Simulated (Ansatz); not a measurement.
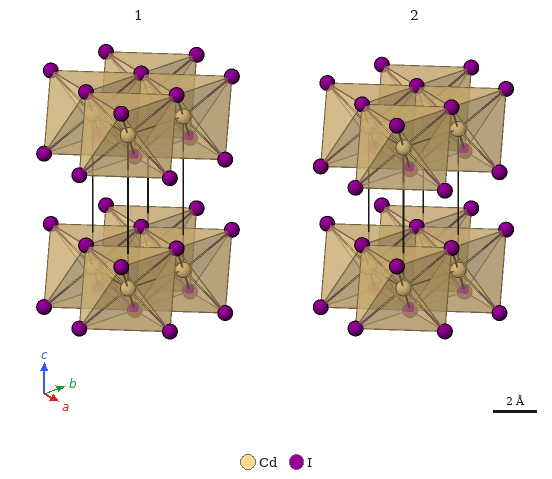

Two geometries of solid CdI₂ (built on the CdI2-type type) (coarse preliminary run), drawn at one scale. One is the start of a relaxation, the other its converged end. A polyhedral model of the cell of the calculation, seen slightly off an axis.

These are results of Ansatz 0.2.0, DFT PBE, scalar-relativistic, plane waves, PAW, not measurements. (plane-wave cutoff 420 eV; k-point mesh 6 × 6 × 4; occupations gaussian; smearing width 0.05 eV; no spin polarisation; cell and atoms relaxed; force threshold 0.03 eV/Å; at most 60 steps)

Question: Which of the two is the end point?

Answer: Structure 1 is the relaxed one. The largest moves relative to the cell, 0.17 Å, are those of I atoms. Cd stays in place. Cell: a = b 4.275 → 4.330 Å (+1.3 %), c 6.910 → 7.530 Å (+9.0 %). Volume +11.8 %. Near-neighbour distances that change, for instance: Cd–I 3.010 → 3.030 Å. The space group stays P-3m1 (No. 164). Over 5 accepted moves (6 points after the start) the energy falls by 12.3 meV per atom. The largest force component goes from 0.0026 to 0.024 eV/Å. Pressure: 1.07 GPa at the start and 0.13 GPa at the end. The SCF was repeated once at an unchanged geometry on a basis and grid sized afresh for the cell, which shifted the energy by 0.6 meV per atom at most. The run took 5.8 s on 4 threads of AMD EPYC 9R45 96-Core Processor (Zen 5), with other jobs on the host, peak memory 0.55 GiB.

Limits of the set-up: layers or molecules are held without a dispersion correction, so their spacing is unreliable.
